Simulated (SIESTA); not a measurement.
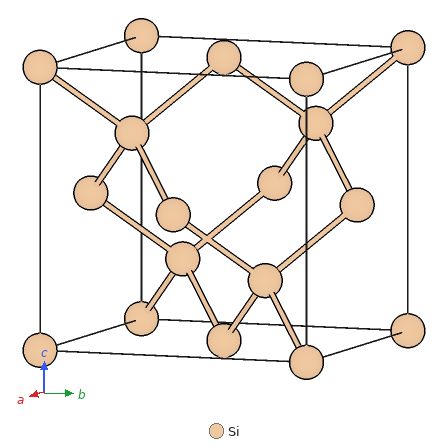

System: Si, space group Fd-3m (No. 227). The picture shows the conventional cell.

Starting cell:
```
CELL_PARAMETERS angstrom
0.00000 2.72185 2.72185
2.72185 0.00000 2.72185
2.72185 2.72185 0.00000
ATOMIC_POSITIONS crystal
Si 0.50000 0.50000 0.50000
Si 0.75000 0.75000 0.75000
```

Calculation (SIESTA 5.4.2): DFT in numerical atomic orbitals with pseudopotentials, no spin polarisation; energies at scaled volumes of the given cell, shape and fractions fixed, counted from the fit's minimum, third-order Birch-Murnaghan fit. Level: PBE.

k mesh 8×8×8; occupations Fermi–Dirac; smearing width 0.05 eV; potentials PseudoDojo 0.4 standard, converted to PSML, two zetas on semicore shells; program settings basis DZP, mesh cutoff 500 Ry.

Predict the energy and pressure against volume. The volume takes the values 18.95, 19.36, 19.76, 20.16, 20.57, 20.97, 21.37 Å³/atom.

A third-order Birch–Murnaghan fit gives V0 = 20.75 Å³/atom, B0 = 87 GPa and B′ = 3.9. The energy is 48.68 meV/atom at volume 18.95 Å³/atom and 4.90 meV/atom at 21.37 Å³/atom; the lowest computed point is at volume 20.57 Å³/atom (0.44 meV/atom), and no other minimum shows. The pressure falls from 9.43 GPa at volume 18.95 Å³/atom to −2.44 GPa at 21.37 Å³/atom, and changes sign near 20.76 Å³/atom.

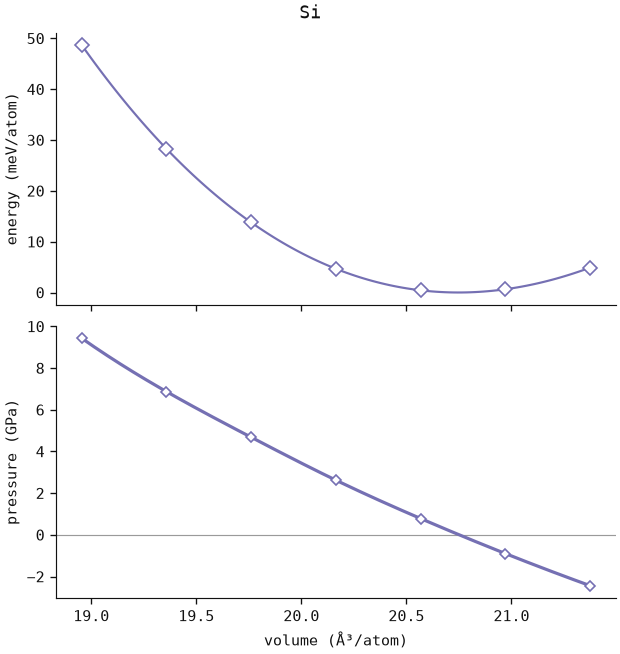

Note: mulliken charges of long orbitals.
